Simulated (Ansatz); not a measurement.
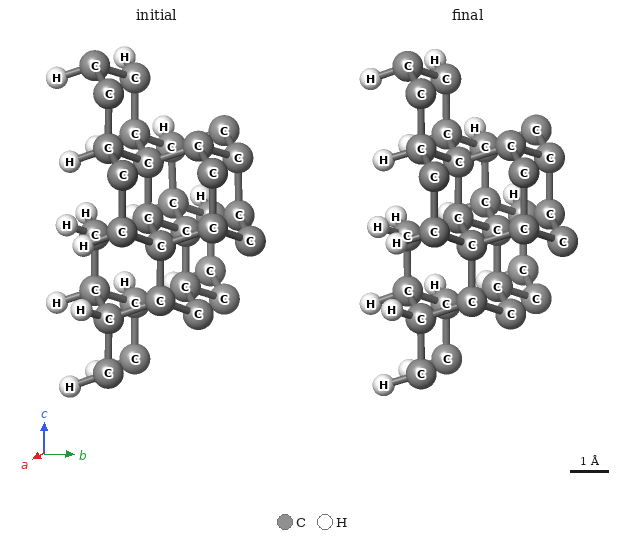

The structure of a wire of composition C74H42 before (left) and after (right) a relaxation, at one scale.

The picture is a ball-and-stick view of the atoms within 5.0 Å of the atom that moves most (axes of the cell of the calculation, with the vacuum cut short), seen slightly off an axis.

All numbers below come from DFT, PBEsol, PAW, plane waves in Ansatz 0.2.0. Set-up: plane-wave cutoff 420 eV; k-point mesh 1 × 1 × 3; no spin polarisation; atoms relaxed in a fixed cell; force threshold 0.03 eV/Å; at most 80 steps.

Describe what moved and what it gained.

After 4 geometry steps the energy has fallen by 3.824 eV per cell of the calculation. Largest force component: 3.1 eV/Å at the start, 0.0026 eV/Å at the end. The largest moves relative to the centre of the atoms, 0.12 Å, are those of H atoms. Largest moves by element: H 0.12 Å, C 0.07 Å. The cell doesn't change. Some distances before and after: C–H 1.194 → 1.108 Å, C–C 1.465 → 1.544 Å, C–C 1.603 → 1.531 Å, C–C 1.489 → 1.552 Å. Bond angles that change, for instance: C–C–H 105.7° → 110.9°, H–C–H 110.0° → 105.5°, C–C–H 112.8° → 109.3°. Cost: 6.7 s on 1 × NVIDIA GB200 with 8 threads of Arm Neoverse-V2, peak memory 2.3 GiB.
